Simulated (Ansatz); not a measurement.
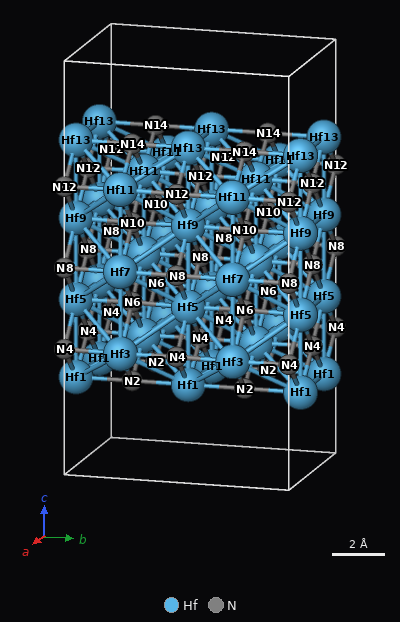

**Figure 1.** The input geometry of run 1 (ball-and-stick view of the 2 × 2 repeat of the cell, with the vacuum cut short, seen slightly off an axis; atoms are numbered from 1 in the order of the input).

## HfN: a changed input and its effect

System: HfN (slab, 14 atoms in the cell).
Method of run 1: DFT PBEsol, scalar-relativistic, plane waves, PAW, no spin polarisation (Ansatz 0.2.0).

Text and figures count atoms from 1; the logs count them from 0 in places.

The input, run 1:
```yaml
crystal:
  lattice:
    - [3.1830776068, 0.0, 0.0]
    - [0.0, 4.5015515216, 0.0]
    - [0.0, 0.0, 24.5492328204]
  atoms:
    - { symbol: Hf, position: [0.5, 0.0, 0.3090752099] }
    - { symbol: "N", position: [0.5, 0.5, 0.3091248702] }
    - { symbol: Hf, position: [0.0, 0.5, 0.367628166] }
    - { symbol: "N", position: [0.0, 0.0, 0.3689064101] }
    - { symbol: Hf, position: [0.5, 0.0, 0.434236347] }
    - { symbol: "N", position: [0.5, 0.5, 0.4360191624] }
    - { symbol: Hf, position: [0.0, 0.5, 0.4999999998] }
    - { symbol: "N", position: [0.0, 0.0, 0.5000000019] }
    - { symbol: Hf, position: [0.5, 0.0, 0.5657636566] }
    - { symbol: "N", position: [0.5, 0.5, 0.5639808359] }
    - { symbol: Hf, position: [0.0, 0.5, 0.6323718327] }
    - { symbol: "N", position: [0.0, 0.0, 0.6310935933] }
    - { symbol: Hf, position: [0.5, 0.0, 0.6909247853] }
    - { symbol: "N", position: [0.5, 0.5, 0.6908751287] }
basis:
  ecutwfc: 420
kpoints:
  mp_grid: { grid: [11, 8, 1] }
  band_path:
    path: [[0.5, 0, 0], [0, 0, 0], [0, 0.5, 0], [0.5, 0.5, 0], [0, 0, 0]]
    npoints: 12
hamiltonian:
  xc: pbesol
scf:
  occupations: { method: gaussian, width: 0.1 }
  n_extra_bands: 34
output:
  forces: true
  stress: true
  eigenvalues: true
  populations: true
  fatbands: true
  write_density: true
  write_potential: true
  elf: true
  volumetric_format: npy
efield:
  axis: 3
  dipole_correction: true
  ramp_width: 0.04
```

Command:
```bash
ansatz run input.yaml --threads 2 --pin off --max-ram 4096MiB --backend cpu --events-out ev --progress --plain --runs-dir out
```

Hardware: 2 threads of Intel Xeon (Granite Rapids), 64 GiB of memory available, shared host.

Output, shortened to warnings, some set-up lines, iterations and results (run 1):
```
WARN: The output density's exchange-correlation potential varies sharply where the density is thin. Do not read a vacuum level from v_tot or v_xc, or from such a field of the output density. On a cell that repeats whose density bears no net charge and no dipole along the vacuum's axis use v_es (v_loc + v_h of the components); under efield.dipole_correction with no amplitude use v_es + v_field, …
Basis set: ecut = 420 eV, 6855 PW (Γ), exchange–correlation on 48×64×360 points (8 copies of the dense FFT grid, shifted against one another)
Symmetry: 4 space group operations
k-points: 30 of 88
Initial density: superposition of atomic densities (neutral atoms: chi_scale 0, normalization atom), corrected by the library's trained network
[...]
SCF iter   1: F=—  HF=-111856.464509 eV  |F-HF|=—  |Δ(HF+E_count)|=         —  Δρ=7.83e-3  dr2=4.54e-1  ethr=1.77e-3  p=-0.000 e·Å  D=-2.19e-9 V/Å  ΔV_dip=0.00 eV  …
SCF iter   2: F=—  HF=-111856.443287 eV  |F-HF|=—  |Δ(HF+E_count)|=   2.12e-2  Δρ=5.60e-3  dr2=1.27e-1  ethr=2.09e-4  p=-0.000 e·Å  D=-6.49e-6 V/Å  ΔV_dip=0.00 eV  …
SCF iter   3: F=—  HF=-111856.425163 eV  |F-HF|=—  |Δ(HF+E_count)|=   1.81e-2  Δρ=9.73e-4  dr2=6.28e-3  ethr=5.83e-5  p=-0.000 e·Å  D=-4.56e-6 V/Å  ΔV_dip=0.00 eV  …
SCF iter   4: F=—  HF=-111856.424052 eV  |F-HF|=—  |Δ(HF+E_count)|=   1.11e-3  Δρ=3.07e-4  dr2=6.18e-4  ethr=2.89e-6  p=-0.000 e·Å  D=-3.78e-6 V/Å  ΔV_dip=0.00 eV  …
SCF iter   5: F=—  HF=-111856.424225 eV  |F-HF|=—  |Δ(HF+E_count)|=   1.72e-4  Δρ=1.69e-4  dr2=1.65e-4  ethr=2.85e-7  p=-0.000 e·Å  D=-2.59e-6 V/Å  ΔV_dip=0.00 eV  …
SCF iter   6: F=—  HF=-111856.424326 eV  |F-HF|=—  |Δ(HF+E_count)|=   1.02e-4  Δρ=7.24e-5  dr2=5.02e-5  ethr=7.59e-8  p=-0.000 e·Å  D=-1.56e-6 V/Å  ΔV_dip=0.00 eV  …
SCF iter   7: F=—  HF=-111856.424452 eV  |F-HF|=—  |Δ(HF+E_count)|=   1.25e-4  Δρ=3.15e-5  dr2=7.41e-6  ethr=2.31e-8  p=-0.000 e·Å  D=-5.25e-7 V/Å  ΔV_dip=0.00 eV  …
SCF iter   8: F=—  HF=-111856.424457 eV  |F-HF|=—  |Δ(HF+E_count)|=   4.81e-6  Δρ=1.51e-5  dr2=3.11e-6  ethr=3.41e-9  p=-0.000 e·Å  D=-2.07e-7 V/Å  ΔV_dip=0.00 eV  …
SCF iter   9: F=—  HF=-111856.424457 eV  |F-HF|=—  |Δ(HF+E_count)|=   5.97e-7  Δρ=9.03e-6  dr2=9.61e-7  ethr=1.43e-9  p=-0.000 e·Å  D=-6.36e-8 V/Å  ΔV_dip=0.00 eV  …
SCF iter  10: F=—  HF=-111856.424458 eV  |F-HF|=—  |Δ(HF+E_count)|=   5.11e-7  Δρ=3.74e-6  dr2=1.85e-7  ethr=4.43e-10  p=-0.000 e·Å  D=-4.39e-10 V/Å  ΔV_dip=0.00 eV  …
SCF iter  11: F=-111856.424458 eV  HF=-111856.424458 eV  |F-HF|=1.48e-8  |Δ(HF+E_count)|=   9.28e-8  Δρ=1.56e-6  dr2=8.42e-9  ethr=4.61e-11  p=0.000 e·Å  D=9.03e-9 V/Å  …
SCF 1 converged in 11 iterations: F = -111856.424458 eV  dr2 = 8.42e-9
NSCF: frozen V_eff on 49 k-points
efield: sawtooth ramp at fractional position 0.9800 (kept from the solve that this one continues, or follows in the run), width 0.0400; the density the first Hamiltonian is built on has a dipole p = 0.000 e·Å; the dipole correction subtracts the counter field D = 9.03e-9 V/Å, which shifts the + …
[...]
```

For run 2 the input was changed thus:
```diff
-  n_extra_bands: 34
+  n_extra_bands: 68
+magnetization:
+  noncollinear: true
+  spin_orbit: true
```

What does this change do to the results?

Spin–orbit coupling is switched on. The total energies belong to different models, so their difference says nothing on which is more stable or more accurate. The largest force goes from 0.016 to 0.048 eV/Å. The SCF takes 14 iterations against 11. On the same kind of shared host run 2 took about 10 times as long.

Output, shortened to warnings, some set-up lines, iterations and results (run 2):
```
WARN: The output density's exchange-correlation potential varies sharply where the density is thin. Do not read a vacuum level from v_tot or v_xc, or from such a field of the output density. On a cell that repeats whose density bears no net charge and no dipole along the vacuum's axis use v_es (v_loc + v_h of the components); under efield.dipole_correction with no amplitude use v_es + v_field, …
Basis set: ecut = 420 eV, 6855 PW (Γ), exchange–correlation on 48×64×360 points (8 copies of the dense FFT grid, shifted against one another)
Symmetry: 4 space group operations + 4 with time reversal
k-points: 30 of 88
Initial density: superposition of atomic densities (neutral atoms: chi_scale 0, normalization atom)
[...]
SCF iter   1: F=—  HF=-112000.180531 eV  |F-HF|=—  |Δ(HF+E_count)|=         —  Δρ=1.05e-1  dr2=7.24e1  dr2_m=0.00e0 (ungated)  ethr=3.10e-3  |M|=0.00e0 ∫|m|=0.00e0 μB  …
SCF iter   2: F=—  HF=-112005.064654 eV  |F-HF|=—  |Δ(HF+E_count)|=    4.88e0  Δρ=1.37e-1  dr2=2.44e2  dr2_m=0.00e0 (ungated)  ethr=3.10e-3  |M|=0.00e0 ∫|m|=0.00e0 μB  …
SCF iter   3: F=—  HF=-111985.660025 eV  |F-HF|=—  |Δ(HF+E_count)|=    1.94e1  Δρ=2.90e-2  dr2=1.28e1  dr2_m=0.00e0 (ungated)  ethr=3.10e-3  |M|=0.00e0 ∫|m|=0.00e0 μB  …
SCF iter   4: F=—  HF=-111984.183479 eV  |F-HF|=—  |Δ(HF+E_count)|=    1.48e0  Δρ=7.07e-3  dr2=1.36e0  dr2_m=0.00e0 (ungated)  ethr=3.10e-3  |M|=0.00e0 ∫|m|=0.00e0 μB  …
SCF iter   5: F=—  HF=-111983.960894 eV  |F-HF|=—  |Δ(HF+E_count)|=   2.23e-1  Δρ=3.10e-3  dr2=1.83e-1  dr2_m=0.00e0 (ungated)  ethr=6.26e-4  |M|=0.00e0 ∫|m|=0.00e0 μB  …
[... 5 lines ...]
SCF iter  11: F=—  HF=-111983.910700 eV  |F-HF|=—  |Δ(HF+E_count)|=   2.70e-4  Δρ=5.08e-5  dr2=5.60e-6  dr2_m=0.00e0 (ungated)  ethr=2.53e-8  |M|=0.00e0 ∫|m|=0.00e0 μB  …
SCF iter  12: F=—  HF=-111983.910717 eV  |F-HF|=—  |Δ(HF+E_count)|=   1.75e-5  Δρ=2.20e-5  dr2=1.56e-6  dr2_m=0.00e0 (ungated)  ethr=2.58e-9  |M|=0.00e0 ∫|m|=0.00e0 μB  …
SCF iter  13: F=—  HF=-111983.910719 eV  |F-HF|=—  |Δ(HF+E_count)|=   2.01e-6  Δρ=7.29e-6  dr2=2.60e-7  dr2_m=0.00e0 (ungated)  ethr=7.20e-10  |M|=0.00e0 ∫|m|=0.00e0 μB  …
SCF iter  14: F=-111983.910720 eV  HF=-111983.910720 eV  |F-HF|=8.09e-8  |Δ(HF+E_count)|=   4.78e-7  Δρ=3.59e-6  dr2=6.24e-8  dr2_m=0.00e0 (ungated)  ethr=4.61e-11  …
SCF 1 converged in 14 iterations: F = -111983.910720 eV  dr2 = 6.24e-8
NSCF: frozen V_eff on 49 k-points
efield: sawtooth ramp at fractional position 0.9800 (kept from the solve that this one continues, or follows in the run), width 0.0400; the density the first Hamiltonian is built on has a dipole p = 0.000 e·Å; the dipole correction subtracts the counter field D = 8.09e-6 V/Å, which shifts the + …
[...]
```

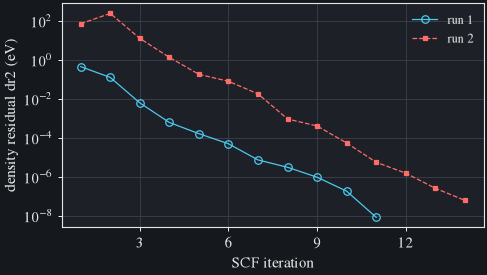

**Figure 2.** Convergence of the two runs: density residual dr2 against the SCF iteration. Run 1 takes 11 iterations in all, and run 2 takes 14.

The two runs side by side:

| quantity | run 1 | run 2 |
| --- | --- | --- |
| outcome | converged | converged |
| free energy per atom (eV) | −7989.7446 | −7998.8508 |
| energy per atom, smearing taken to zero (eV) | −7989.7432 | −7998.8494 |
| gap on the mesh (eV) | 0.00 | 0.00 |
| work function (eV) | 3.58 | 3.58 |
| largest force (eV/Å) | 0.016 | 0.048 |
| SCF iterations | 11 | 14 |
| irreducible k-points | 30 | 30 |
| plane waves at Γ | 6855 | 6855 |
| net moment of the cell (μB) | – | 0.00 |
| absolute moment of the cell (μB) | – | 0.00 |
| wall time (shared host) | 2.8 min | 28 min |

For both runs: Warnings: the exchange-correlation potential is rough where the density is thin. For run 1: Spin–orbit coupling is left out, which matters for Hf. The cell holds an odd number of electrons but the run has no spin polarisation, so it comes out as a metal.
